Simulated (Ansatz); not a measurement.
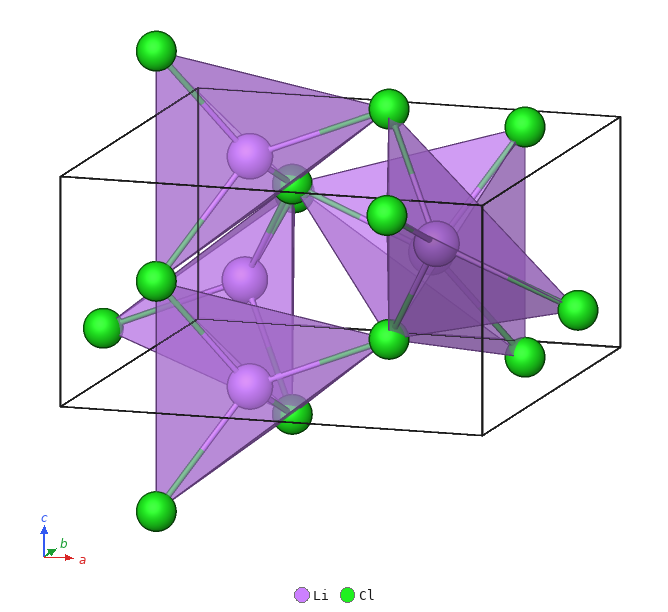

Polyhedral drawing of the structure, looking slightly off an axis. The parallelepiped is the conventional unit cell. Some atoms of the next cells are drawn as well.

LiCl, space group P4_12_12 (No. 92), a = 6.788 Å, b = 6.788 Å, c = 3.602 Å, α = 90.00°, β = 90.00°, γ = 90.00°. Origin of the cell: a structure type filled with these elements by a generator (whether the compound takes this form wasn't checked). Earlier steps of the study may have refined or changed the cell and positions. A calculation with Ansatz used it as input.

This one geometry was computed with Ansatz (DFT, plane waves, PAW) at three levels of theory: PBE, r2SCAN and LDA.

**Which level gives the highest pressure at this volume, and what does that say about its equilibrium volume?**

Highest: PBE (0.0 GPa), which points to the largest equilibrium volume. Lowest, with the smallest volume: LDA (-2.5 GPa). Levels within 0.5 GPa of each other can't be told apart.

**How does the band gap change with the level of theory?**

LDA: a gap of 5.27 eV, indirect; PBE: a gap of 5.67 eV, indirect; r2SCAN: a gap of 6.28 eV, indirect.

**Collect the results in a table.**

| level | cutoff (eV) | k-mesh of the run's cell | gap (eV) | pressure (GPa) |
| --- | --- | --- | --- | --- |
| PBE | 420 | 4×4×6 | 5.67 | 0.0 |
| r2SCAN | 500 | 4×4×6 | 6.28 | -0.5 |
| LDA | 420 | 4×4×6 | 5.27 | -2.5 |

Gaps are taken on the k-mesh or band path of each run.
